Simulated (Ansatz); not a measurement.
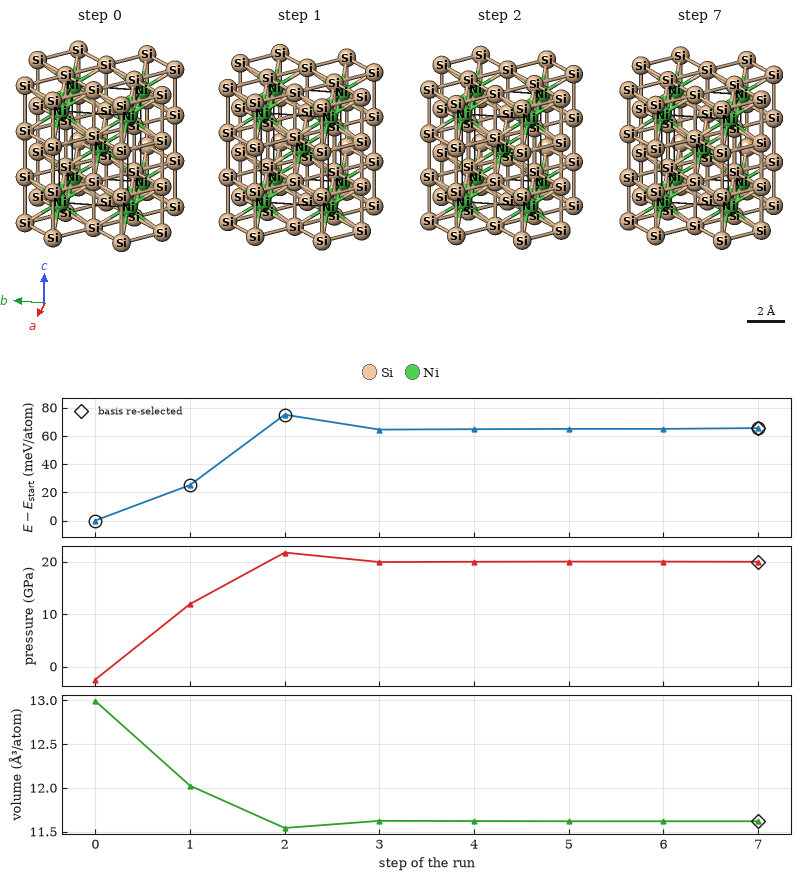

Frames of a relaxation of solid Si$_{2}$Ni (set up in Fm-3m), marked on the history of the run. A ball-and-stick model of the reduced cell, seen from a free direction. Lengths and directions refer to the drawn axes.

The start is a measured structure.

Theory: DFT, PAW plane waves, LDA, spin-orbit (Ansatz 0.2.0).

Input file:
```yaml
crystal:
  lattice:
    - [2.69109524, 5.38219049, 2.69109524]
    - [2.69109524, 0.0, 2.69109524]
    - [-2.69109524, 0.0, 2.69109524]
  atoms:
    - { symbol: Si, position: [0.25, 0.25, 0.0] }
    - { symbol: Si, position: [0.75, 0.25, 0.5] }
    - { symbol: Si, position: [0.25, 0.75, 0.5] }
    - { symbol: Si, position: [0.75, 0.75, 0.0] }
    - { symbol: Ni, position: [0.0, 0.0, 0.0], spin: 2, spin_axis: [-0.70711, 0.0, 0.70711] }
    - { symbol: Ni, position: [0.5, 0.0, 0.5], spin: 2, spin_axis: [-0.70711, 0.0, 0.70711] }
  symmetry: { tolerance: 0.0003 }
kpoints:
  mp_grid: { grid: [6, 6, 6], shift: [0, 0, 0] }
magnetization:
  noncollinear: true
  spin_orbit: true
scf:
  occupations: { method: fermi_dirac }
  lower_state_search: "off"
hamiltonian:
  pseudopotentials: { kind: paw_fr }
  xc: lda
basis:
  ecutwfc: 420
  fft_grid_basis: typed
relax:
  max_steps: 80
  cell: { p_target: 20.0 }
  f_tol: 0.03
output:
  forces: true
  stress: true
  eigenvalues: true
  bader: true
  populations: true
  elf: true
  write_potential: true
  volumetric_format: npy
  dos:
    e_range: [-12, 8]
    de: 0.05
    projected: { site_lists: { Ni: [Ni], Si: [Si] } }
    method: { smearing: { sigma: 0.1, scheme: gaussian } }
checkpoint:
  read: saved_state
```

Command:
```bash
ansatz run input.yaml --threads 2 --pin off --max-ram 3584MiB --backend cpu --events-out ev --progress --plain --runs-dir out
```

What happens along the run?

No atom moves by more than 0.005 Å relative to the cell. Cell: a = b 3.806 → 3.686 Å (−3.2 %), c 5.382 → 5.132 Å (−4.6 %). Volume −10.6 %. Among the contacts that change: Si1–Si4 2.691 → 2.566 Å, Si1–Ni5 2.331 → 2.245 Å, Si1–Si3 2.691 → 2.606 Å. The space group (tolerance 0.01 Å) goes from Fm-3m (No. 225) to I4/mmm (No. 139). Over 6 accepted moves (7 points after the start) the energy rises by 65.5 meV per atom. With the target pressure of 20 GPa, the enthalpy E + pV changes by −106 meV per atom. All forces vanish by symmetry, so only the cell relaxes. Pressure: −2.47 GPa at the start and 19.97 GPa at the end. The SCF was repeated once at an unchanged geometry on a basis and grid sized afresh for the cell, which shifted the energy by 0.6 meV per atom at most. The program noted that the starting moments weren't kept. The run took 9.5 min on 2 threads of Arm Neoverse V2 (shared host), peak memory 0.94 GiB. From step 0 to 1: volume −7.4 %, energy +25.1 meV per atom. From step 1 to 2: volume −4.0 %, energy +49.9 meV per atom. From step 2 to 7: volume +0.7 %, energy −9.5 meV per atom.
